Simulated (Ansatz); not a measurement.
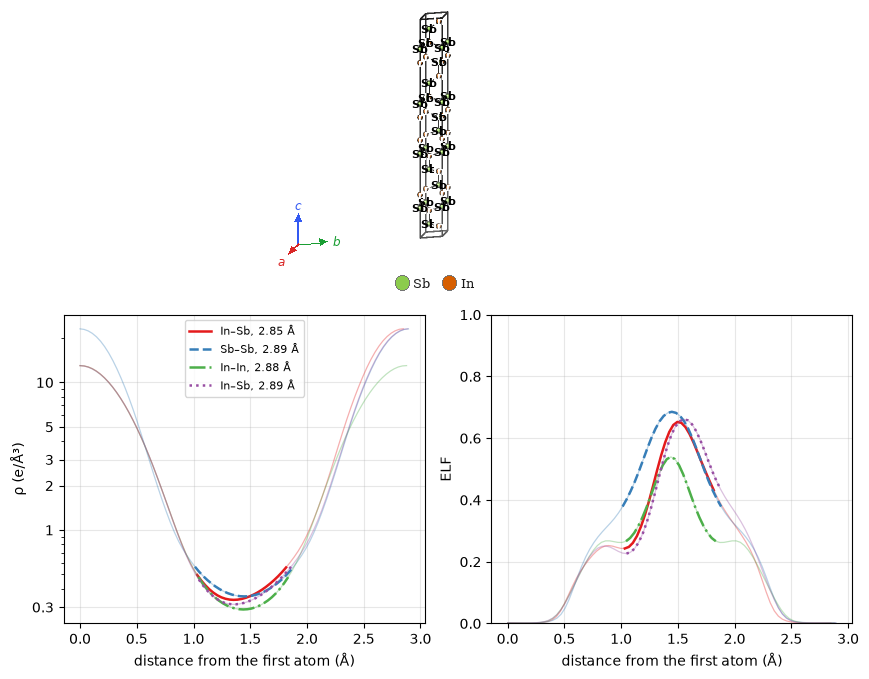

*InSb (interface cell). Valence electron density and ELF along straight lines between neighbouring atoms. Thin, pale parts lie inside the atomic spheres. The structure is drawn too.*

All numbers below come from DFT PBE, scalar-relativistic, plane waves, PAW in Ansatz.

The density is the valence pseudo-density of a PAW calculation; it isn't the true density close to the nuclei.

Input file:

```
crystal:
  lattice:
    - [4.6915474072, 0.0, 0.0]
    - [-2.3457737036, 4.0629992377, 0.0]
    - [0.0, 0.0, 45.967589007]
  atoms:
    - { symbol: Sb, position: [0.6666666667, 0.3333333333, 0.0521666667] }
    - { symbol: In, position: [0.3333333333, 0.6666666667, 0.0313333333] }
    - { symbol: In, position: [0.6666666667, 0.3333333333, 0.1146666667] }
    - { symbol: Sb, position: [0.0, 0.0, 0.1355] }
    - { symbol: In, position: [0.0, 0.0, 0.198] }
    - { symbol: Sb, position: [0.6666666667, 0.3333333333, 0.3021666667] }
    - { symbol: Sb, position: [0.3333333333, 0.6666666667, 0.2188333333] }
    - { symbol: In, position: [0.3333333333, 0.6666666667, 0.2813333333] }
    - { symbol: In, position: [0.6666666667, 0.3333333333, 0.3646666667] }
    - { symbol: Sb, position: [0.0, 0.0, 0.3855] }
    - { symbol: In, position: [0.0, 0.0, 0.448] }
    - { symbol: Sb, position: [0.3333333333, 0.6666666667, 0.4688333333] }
    - { symbol: Sb, position: [0.6666666667, 0.3333333333, 0.9478333333] }
    - { symbol: In, position: [0.3333333333, 0.6666666667, 0.9686666667] }
    - { symbol: In, position: [0.6666666667, 0.3333333333, 0.8853333333] }
    - { symbol: Sb, position: [0.0, 0.0, 0.8645] }
    - { symbol: In, position: [0.0, 0.0, 0.802] }
    - { symbol: Sb, position: [0.6666666667, 0.3333333333, 0.6978333333] }
    - { symbol: Sb, position: [0.3333333333, 0.6666666667, 0.7811666667] }
    - { symbol: In, position: [0.3333333333, 0.6666666667, 0.7186666667] }
    - { symbol: In, position: [0.6666666667, 0.3333333333, 0.6353333333] }
    - { symbol: Sb, position: [0.0, 0.0, 0.6145] }
    - { symbol: In, position: [0.0, 0.0, 0.552] }
    - { symbol: Sb, position: [0.3333333333, 0.6666666667, 0.5311666667] }
basis:
  ecutwfc: 420
kpoints:
  mp_grid: { grid: [9, 9, 1] }
hamiltonian:
  xc: pbe
scf:
  occupations: { method: gaussian, width: 0.1 }
output:
  forces: true
  stress: true
  eigenvalues: true
  populations: true
  write_density: true
  write_potential: true
  elf: true
  volumetric_format: npy
relax:
  adjacent_minimum: "off"
  f_tol: 0.02
  max_steps: 60
  cell: { fix: [a, b, alpha, beta, gamma], stress_tol: 0.1 }
```

Launched as:

```sh
ansatz run input.yaml --threads 2 --pin off --max-ram 5120MiB --backend cpu --events-out ev --progress --plain --runs-dir out
```

The fields are those of the relaxed geometry.

**What can be read from the curves?**

In–Sb (2.85 Å): ρ is about 0.34 e/Å³ halfway; the ELF peaks at about 0.65 between the atoms.
Sb–Sb (2.89 Å): ρ at the midpoint is about 0.35 e/Å³; the ELF peaks at about 0.70 between the atoms.
In–In (2.88 Å): ρ is about 0.29 e/Å³ halfway; the ELF reaches about 0.55 near the midpoint.
In–Sb (2.89 Å): ρ at the midpoint is about 0.32 e/Å³; the ELF peaks at about 0.65 between the atoms.
